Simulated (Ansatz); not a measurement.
# Ti: what the fields show

```xyz
2
Lattice="1.9285 -1.9285 0.0000 1.9285 1.9285 0.0000 0.0000 0.0000 4.0600" Properties=species:S:1:pos:R:3 pbc="T T T"
Ti    0.0000    0.0000    0.0000
Ti    1.9285    0.0000    2.0300
```

Space group I4/mmm; changed on purpose from its base cell (strain -0.050 along x and y, +0.000 along z, atoms carried along); computed pressure about 19 GPa in this cell; computed without spin polarisation.

These are results of Ansatz 0.2.0, DFT r2SCAN, scalar-relativistic, plane waves, PAW, not measurements.

Core electrons are frozen (PAW), and the valence fields are smoothed inside the atomic spheres.

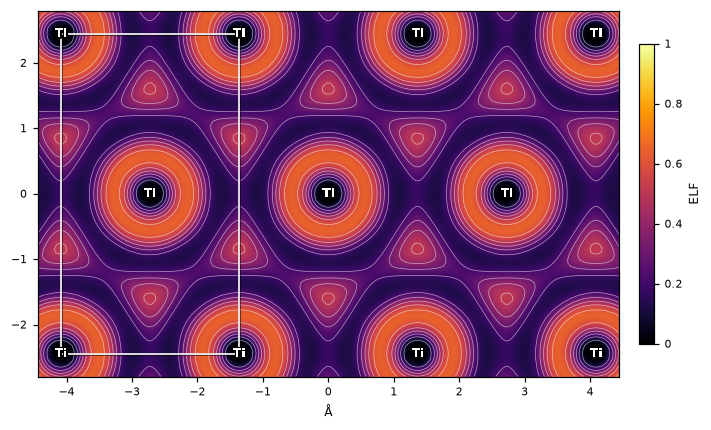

Figure 1. Electron localisation function on the (011) plane of the conventional cell.

Q: Interpret the plot.

A:
- The plane passes through Ti nuclei.
- Ti–Ti (2.73 Å): the ELF is about 0.15 at the midpoint (no localised pair shows between them).
- Ti–Ti (2.80 Å): the ELF is about 0.25 at the midpoint (no localised pair shows between them).
- The features right at Ti lie inside the PAW spheres, where the map follows smoothed inner orbitals and isn't to be read closely.

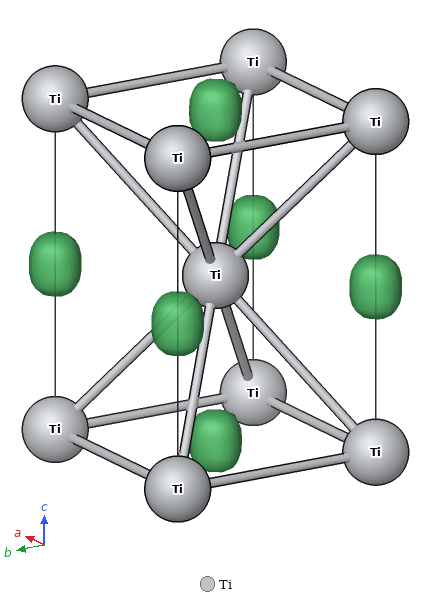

Figure 2. Isosurface of the electron localisation function at 0.7 (green), seen at an oblique angle. Core shells and regions of very low density are left out. Sticks mark near contacts.

Q: What do the ELF domains correspond to?

A: At this value the surface marks out two pockets between the atoms, centred on no nucleus (multi-centre or interstitial), counted in one cell of 2 atoms. Regions shared between cells count once. There are no localised bonds or lone pairs at this value.

Q: Does the calculation give a band gap?

A: It is gapless in this calculation (a metal or semimetal).
